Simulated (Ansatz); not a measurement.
The structure in question:

```yaml
crystal:
  lattice:
    - [3.14929, 0.00000, 0.00000]
    - [-1.57464, 2.72736, 0.00000]
    - [0.00000, 0.00000, 12.09389]
  atoms:
    - { symbol: Mo, position: [0.66667, 0.33333, 0.24978] }
    - { symbol: Mo, position: [0.33333, 0.66667, 0.75022] }
    - { symbol: S, position: [0.33333, 0.66667, 0.37926] }
    - { symbol: S, position: [0.66667, 0.33333, 0.87969] }
    - { symbol: S, position: [0.33333, 0.66667, 0.12031] }
    - { symbol: S, position: [0.66667, 0.33333, 0.62074] }
```

> Describe what this structure looks like.

Its composition is MoS2. Strictly the space group is P-3m1 (No. 164, within 0.01 Å). It is a distorted form of a primitive hexagonal structure, space group P6_3/mmc (No. 194) within 0.25 Å: 2H molybdenite (MoS₂) type. Atoms per cell: 6 (2 Mo, 4 S). Mo is linked to six S in a trigonal prismatic arrangement at 2.40 Å. S bonds to three Mo in a trigonal pyramidal arrangement at 2.40 Å. Not all metal-metal contacts are counted. The bonds build MoS2 layers parallel to (001).

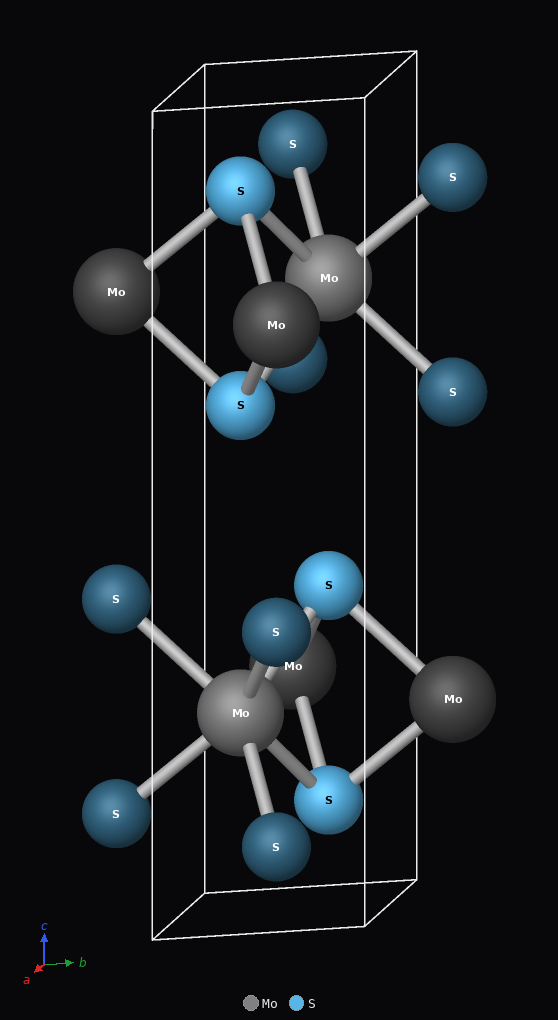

Figure: ball-and-stick view slightly off an axis. The box is the unit cell; atoms on or close to its faces, edges and corners are drawn wherever they repeat. The first bonded neighbours in the surrounding cells are also shown, in fainter colours. Colours: molybdenum grey, sulfur blue.

Starting structure: a structure listed in the Materials Project. Earlier steps of the study may have refined or changed the cell and positions. Ansatz was used for an electronic-structure calculation on it.
